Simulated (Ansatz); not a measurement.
## Two runs on P

System: P (Cmce, 4 atoms in the cell).
Method of run 1: Kohn-Sham DFT of a periodic cell, PBEsol, Ansatz PAW, no spin polarisation (Ansatz 0.2.0).

The structure derives from a Materials Project entry. Text and figures count atoms from 1; the logs count them from 0 in places.

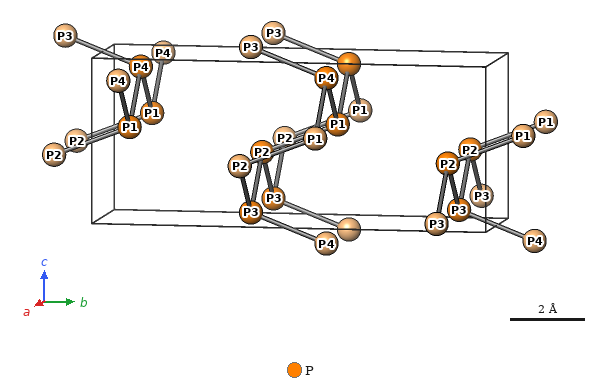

Figure 1. The input geometry (ball-and-stick view of the cell 2 times as large as that of the calculation, set on its symmetry axes, seen slightly off an axis; neighbours outside the cell are drawn fainter; atoms are numbered from 1 in the order of the input). An atom can appear more than once, as a periodic image.

### Input file, run 1
```yaml
crystal:
  lattice:
    - [1.6477431241, -5.4650377251, 0.0]
    - [1.6477431241, 5.4650377251, 0.0]
    - [0.0, 0.0, 4.54363559]
  atoms:
    - { symbol: P, position: [0.90414313, 0.09585687, 0.58881517] }
    - { symbol: P, position: [0.09585687, 0.90414313, 0.41118483] }
    - { symbol: P, position: [0.59585687, 0.40414313, 0.08881517] }
    - { symbol: P, position: [0.40414313, 0.59585687, 0.91118483] }
hamiltonian:
  xc: pbesol
  pseudopotentials: { kind: paw }
kpoints:
  mp_grid: { grid: [8, 8, 6] }
scf:
  occupations: { method: fermi_dirac, width: 0.05 }
output:
  forces: true
  stress: true
  eigenvalues: true
relax:
  f_tol: 0.01
  max_steps: 40
  cell: { stress_tol: 0.05 }
```

Launched with:
```bash
ansatz run input.yaml --threads 2 --pin off --max-ram 5632MiB --backend cpu --events-out ev --progress --plain --runs-dir out
```

Hardware: 2 threads of AMD EPYC (Zen 5), 32 GiB of memory available, shared host.

### Output, shortened to warnings, some set-up lines, iterations and results (run 1)
```
Basis set: ecut = 420 eV, 1649 PW (Γ), exchange–correlation on 80×80×64 points (8 copies of the dense FFT grid, shifted against one another)
Symmetry: 8 space group operations
k-points: 84 of 384
Initial density: superposition of atomic densities (neutral atoms: chi_scale 0, normalization atom), corrected by the library's trained network
[...]
SCF iter   1: F=—  HF=-2960.062908 eV  |F-HF|=—  |Δ(HF+E_count)|=         —  Δρ=3.37e-3  dr2=1.06e-2  ethr=1.77e-3  ⟨swp⟩=7.6  Hψ=8785  notcnv=0
SCF iter   2: F=—  HF=-2960.061306 eV  |F-HF|=—  |Δ(HF+E_count)|=   1.60e-3  Δρ=2.07e-3  dr2=4.11e-3  ethr=5.31e-5  ⟨swp⟩=2.4  Hψ=2596  notcnv=0
SCF iter   3: F=—  HF=-2960.060796 eV  |F-HF|=—  |Δ(HF+E_count)|=   5.10e-4  Δρ=3.57e-4  dr2=2.44e-4  ethr=2.06e-5  ⟨swp⟩=2.8  Hψ=2048  notcnv=0
SCF iter   4: F=—  HF=-2960.060783 eV  |F-HF|=—  |Δ(HF+E_count)|=   1.37e-5  Δρ=1.99e-4  dr2=8.53e-5  ethr=1.22e-6  ⟨swp⟩=2.2  Hψ=1570  notcnv=0
SCF iter   5: F=—  HF=-2960.060782 eV  |F-HF|=—  |Δ(HF+E_count)|=   2.91e-7  Δρ=4.63e-5  dr2=3.27e-6  ethr=4.26e-7  ⟨swp⟩=2.0  Hψ=1747  notcnv=0
[... 52 lines ...]
SCF iter   3: F=—  HF=-2960.144989 eV  |F-HF|=—  |Δ(HF+E_count)|=   7.39e-7  Δρ=1.07e-6  dr2=1.82e-9  ethr=6.63e-10  ⟨swp⟩=2.3  Hψ=1941  notcnv=0
SCF iter   4: F=—  HF=-2960.144989 eV  |F-HF|=—  |Δ(HF+E_count)|=  2.55e-10  Δρ=3.93e-7  dr2=2.44e-10  ethr=9.11e-12  ⟨swp⟩=2.6  Hψ=1960  notcnv=0
SCF iter   5: F=-2960.144989 eV  HF=-2960.144989 eV  |F-HF|=2.27e-12  |Δ(HF+E_count)|=  2.23e-11  Δρ=1.00e-7  dr2=6.59e-12  ethr=1.00e-12  ⟨swp⟩=7.3  Hψ=6251  notcnv=0
SCF 8 converged in 5 iterations: F = -2960.144989 eV  dr2 = 6.59e-12
relax step   8: F+E_penalty+E_count = -2960.14498927 eV  Δ(F+E_penalty+E_count) = +9.082e-4 eV  max|allowed force component| = 8.307e-4 eV/Å  Δτ_max = 0.0000 Å  P = -0.016 …
basis re-selected at this cell: Δ(F+E_penalty+E_count) = +9.082e-4 eV, ΔP = -0.016 GPa vs the last step (what re-selecting the basis moved, of the pressure what is left beyond the Pulay correction that the steps carried, after the strain that the cell walked since its last selection, with what the …
SCF converged after 5 iterations
Free energy (F): -2960.144989 eV
Harris-Foulkes:  -2960.144989 eV  (|F-HF|=2.27e-12)
Internal energy: -2960.142517 eV  (E = F + TS)
E sigma→0 (E₀):  -2960.143753 eV
Entropy (-TS):   -0.002473 eV (-0.618 meV/atom)
Fermi energy:    8.291074 eV
--- Per-component energies (eV) ---
  E_band       = 30.644113
  E_kinetic    = 280.770004
  E_local      = -232.963465  (includes V_loc(G=0)·N_el)
  E_nonlocal   = 136.245645
  E_hartree    = 59.926178
  E_xc         = -243.920552
  E_vxc        = -242.710527  (∫ρ·V_xc dr)
  E_paw        = -2216.424604  (= ΣΔE_a)
  E_vpaw       = -30.549916  (= ΣTr[D̂ρ^β])
  E_aug_tail   = 0.000012  (compensation charges beyond the density's cutoff)
  E_ewald      = -743.960120
  E_core_change = 0.184384  (= ΣΔE_core)
  E_smearing   = -0.002473  (= −TS)
  E_closure    = 0.000000  (closes the sum)
  Σ components = -2960.144989   (vs F -2960.144989, Δ=0.00e0)
--- Forces (eV/Å), atoms counted from 1 ---
  atom   1  P      0.00000000     0.00083074    -0.00070943
  atom   2  P     -0.00000000    -0.00083074     0.00070943
  atom   3  P      0.00000000    -0.00083074    -0.00070943
  atom   4  P     -0.00000000     0.00083074     0.00070943
  max |Σ_I F_I| component: 0.00e0 eV/Å
--- Stress (GPa, compression-positive) ---
       -0.001200      -0.000000      -0.000000
       -0.000000      -0.027621      -0.000000
       -0.000000      -0.000000      -0.020503
  P = ⅓ Tr σ = -0.0164 GPa (-0.164 kbar)
--- Relaxed structure (7 steps of the walk, 6 accepted, 1 SCFs on fresh bases) ---
  F+E_penalty+E_count = -2960.14498927 eV   max|allowed force component| = 8.307e-4 eV/Å   (the final SCF, on the basis selected at the relaxed cell)
  cell:  # Å, volume = 71.4910 Å³
    - [1.6578745560283095, -5.136197892075169, 6.398371921516669e-18]
[...]
```

The input of run 2 differs as follows (lines with − go, lines with + come):
```diff
+  dispersion: d3bjatm
```

What does this change do to the results?

The total energies belong to different models, so their difference says nothing on which is more stable or more accurate. The volume per atom goes from 17.87 to 15.96 Å³. The SCF takes 56 iterations over all geometry steps against 46.

### Output, shortened to warnings, some set-up lines, iterations and results (run 2)
```
Basis set: ecut = 420 eV, 1649 PW (Γ), exchange–correlation on 80×80×64 points (8 copies of the dense FFT grid, shifted against one another)
Symmetry: 8 space group operations
k-points: 84 of 384
Initial density: superposition of atomic densities (neutral atoms: chi_scale 0, normalization atom), corrected by the library's trained network
[...]
SCF iter   1: F=—  HF=-2961.093605 eV  |F-HF|=—  |Δ(HF+E_count)|=         —  Δρ=3.37e-3  dr2=1.06e-2  ethr=1.77e-3  ⟨swp⟩=7.6  Hψ=8785  notcnv=0
SCF iter   2: F=—  HF=-2961.092003 eV  |F-HF|=—  |Δ(HF+E_count)|=   1.60e-3  Δρ=2.07e-3  dr2=4.11e-3  ethr=5.31e-5  ⟨swp⟩=2.4  Hψ=2596  notcnv=0
SCF iter   3: F=—  HF=-2961.091493 eV  |F-HF|=—  |Δ(HF+E_count)|=   5.10e-4  Δρ=3.57e-4  dr2=2.44e-4  ethr=2.06e-5  ⟨swp⟩=2.8  Hψ=2048  notcnv=0
SCF iter   4: F=—  HF=-2961.091480 eV  |F-HF|=—  |Δ(HF+E_count)|=   1.37e-5  Δρ=1.99e-4  dr2=8.53e-5  ethr=1.22e-6  ⟨swp⟩=2.2  Hψ=1570  notcnv=0
SCF iter   5: F=—  HF=-2961.091479 eV  |F-HF|=—  |Δ(HF+E_count)|=   2.91e-7  Δρ=4.63e-5  dr2=3.27e-6  ethr=4.26e-7  ⟨swp⟩=2.0  Hψ=1747  notcnv=0
[... 68 lines ...]
SCF iter   3: F=—  HF=-2961.399792 eV  |F-HF|=—  |Δ(HF+E_count)|=   1.70e-6  Δρ=1.15e-6  dr2=6.13e-10  ethr=1.38e-9  ⟨swp⟩=2.6  Hψ=2059  notcnv=0
SCF iter   4: F=—  HF=-2961.399792 eV  |F-HF|=—  |Δ(HF+E_count)|=  1.14e-11  Δρ=2.91e-7  dr2=6.14e-11  ethr=1.00e-12  ⟨swp⟩=7.5  Hψ=6427  notcnv=0
SCF iter   5: F=-2961.399792 eV  HF=-2961.399792 eV  |F-HF|=4.55e-13  |Δ(HF+E_count)|=  1.14e-11  Δρ=5.96e-8  dr2=1.34e-12  ethr=1.00e-12  ⟨swp⟩=4.5  Hψ=4104  notcnv=0
SCF 11 converged in 5 iterations: F = -2961.399792 eV  dr2 = 1.34e-12
relax step  11: F+E_penalty+E_count = -2961.39979228 eV  Δ(F+E_penalty+E_count) = +1.413e-3 eV  max|allowed force component| = 1.989e-4 eV/Å  Δτ_max = 0.0000 Å  P = -0.017 …
basis re-selected at this cell: Δ(F+E_penalty+E_count) = +1.413e-3 eV, ΔP = -0.017 GPa vs the last step (what re-selecting the basis moved, of the pressure what is left beyond the Pulay correction that the steps carried, after the strain that the cell walked since its last selection, with what the …
SCF converged after 5 iterations
Free energy (F): -2961.399792 eV
Harris-Foulkes:  -2961.399792 eV  (|F-HF|=4.55e-13)
Internal energy: -2961.395348 eV  (E = F + TS)
E sigma→0 (E₀):  -2961.397570 eV
Entropy (-TS):   -0.004445 eV (-1.111 meV/atom)
Fermi energy:    9.810584 eV
--- Per-component energies (eV) ---
  E_band       = 58.211080
  E_kinetic    = 284.310039
  E_local      = -168.018880  (includes V_loc(G=0)·N_el)
  E_nonlocal   = 136.182903
  E_hartree    = 40.771980
  E_xc         = -245.834987
  E_vxc        = -245.256326  (∫ρ·V_xc dr)
  E_paw        = -2216.424940  (= ΣΔE_a)
  E_vpaw       = -30.550636  (= ΣTr[D̂ρ^β])
  E_aug_tail   = 0.000012  (compensation charges beyond the density's cutoff)
  E_ewald      = -791.255187
  E_disp       = -1.310673  (pairwise vdW)
  E_core_change = 0.184384  (= ΣΔE_core)
  E_smearing   = -0.004445  (= −TS)
  E_closure    = 0.000000  (closes the sum)
  Σ components = -2961.399792   (vs F -2961.399792, Δ=0.00e0)
--- Forces (eV/Å), atoms counted from 1 ---
  atom   1  P      0.00000000     0.00019892    -0.00019767
  atom   2  P      0.00000000    -0.00019892     0.00019767
  atom   3  P      0.00000000    -0.00019892    -0.00019767
  atom   4  P      0.00000000     0.00019892     0.00019767
  max |Σ_I F_I| component: 0.00e0 eV/Å
--- Stress (GPa, compression-positive) ---
       -0.006537      -0.000000       0.000000
       -0.000000      -0.023242      -0.000000
        0.000000      -0.000000      -0.021436
  P = ⅓ Tr σ = -0.0171 GPa (-0.171 kbar)
--- Relaxed structure (10 steps of the walk, 9 accepted, 1 SCFs on fresh bases) ---
  F+E_penalty+E_count = -2961.39979228 eV   max|allowed force component| = 1.989e-4 eV/Å   (the final SCF, on the basis selected at the relaxed cell)
  cell:  # Å, volume = 63.8556 Å³
[...]
```

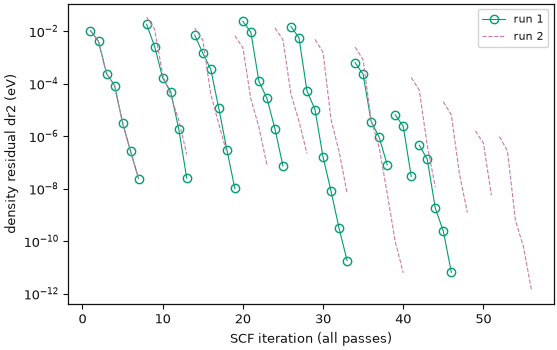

Figure 2. Convergence of the two runs: density residual dr2 against the SCF iteration. A break in a curve parts two SCF passes. Run 1 takes 46 iterations in all, and run 2 takes 56.

### The two runs side by side

| quantity | run 1 | run 2 |
| --- | --- | --- |
| outcome | converged | converged |
| free energy per atom (eV) | −740.0362 | −740.3499 |
| energy per atom, smearing taken to zero (eV) | −740.0359 | −740.3494 |
| gap on the mesh (eV) | 0.00 | 0.00 |
| pressure (GPa) | −0.02 | −0.02 |
| volume per atom (Å³) | 17.87 | 15.96 |
| largest force (eV/Å) | 0.001 | 0.000 |
| SCF iterations | 46 | 56 |
| irreducible k-points | 84 | 84 |
| wall time (shared host) | 9.1 s | 13 s |
